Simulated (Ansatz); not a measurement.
## Electronic structure of Si7Ge in real space

The calculation's input:

```
crystal:
  lattice:
    - [5.4679684304, 0.0, 0.0]
    - [0.0, 5.4679684304, 0.0]
    - [0.0, 0.0, 5.4679684304]
  atoms:
    - { symbol: Si, position: [0.275346845, 0.275346845, 0.275346845] }
    - { symbol: Si, position: [-0.0343141938, 0.4933925784, 0.4933925784] }
    - { symbol: Si, position: [0.4933925784, 0.4933925784, -0.0343141938] }
    - { symbol: Si, position: [0.4933925784, -0.0343141938, 0.4933925784] }
    - { symbol: Si, position: [0.7415320663, 0.2174403203, 0.7415320663] }
    - { symbol: Si, position: [0.7415320663, 0.7415320663, 0.2174403203] }
    - { symbol: Si, position: [0.2174403203, 0.7415320663, 0.7415320663] }
    - { symbol: Ge, position: [0.0277167741, 0.0277167741, 0.0277167741] }
basis:
  ecutwfc: 500
kpoints:
  mp_grid: { grid: [6, 6, 6] }
hamiltonian:
  xc: r2scan
scf:
  occupations: { method: gaussian, width: 0.05 }
output:
  forces: true
  stress: true
  eigenvalues: true
  write_density: true
  write_potential: true
  elf: true
  volumetric_format: npy
```

Command:

```sh
ansatz run input.yaml --threads 2 --pin off --max-ram 5120MiB --backend cpu --events-out ev --progress --plain --runs-dir out
```

Below, planes, directions and counts refer to the conventional cell (a = 7.73 Å, b = 7.73 Å, c = 9.47 Å, α = 90.00°, β = 90.00°, γ = 120.00°).

Space group R3m; a structure from a database of computed crystals, not necessarily the ambient phase; not relaxed (largest force 1.6 eV/Å).

These are results of DFT r2SCAN, scalar-relativistic, plane waves, PAW in Ansatz, not measurements.

The density is the valence pseudo-density of a PAW calculation; it isn't the true density close to the nuclei.

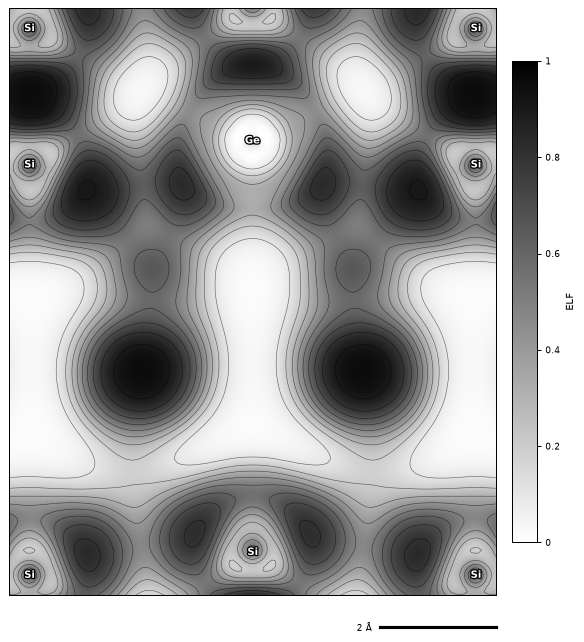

Figure 1. Electron localisation function on the (100) plane of the conventional cell.

### What do the fields say about this system?

Atoms in the plane: Si and Ge. Atoms just off the plane (Si, 0.9 Å away) can leave unmarked features too. Si–Si (2.36 Å): the ELF peaks at about 0.95 between the atoms: a shared electron pair.

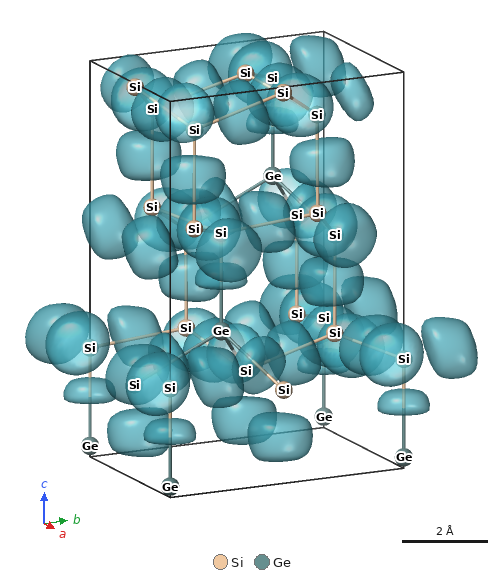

Figure 2. Isosurface of the electron localisation function at 0.75 (cyan), seen at an oblique angle. Core shells and regions of very low density are left out. Sticks mark near contacts.

### What do the ELF domains correspond to?

The surface consists of twelve regions between bonded Ge–Si atoms (shared pairs) and 36 regions between bonded Si–Si atoms (shared pairs), counted in one cell of 24 atoms. Regions shared between cells count once.


Si–Ge (2.35 Å): the ELF peaks at about 0.90 between the atoms, as expected for localised, covalent bonding.

### Does the calculation give a band gap?

It is gapped, with a Kohn–Sham gap of 0.56 eV on the k-point mesh, an upper bound to the gap of this method.
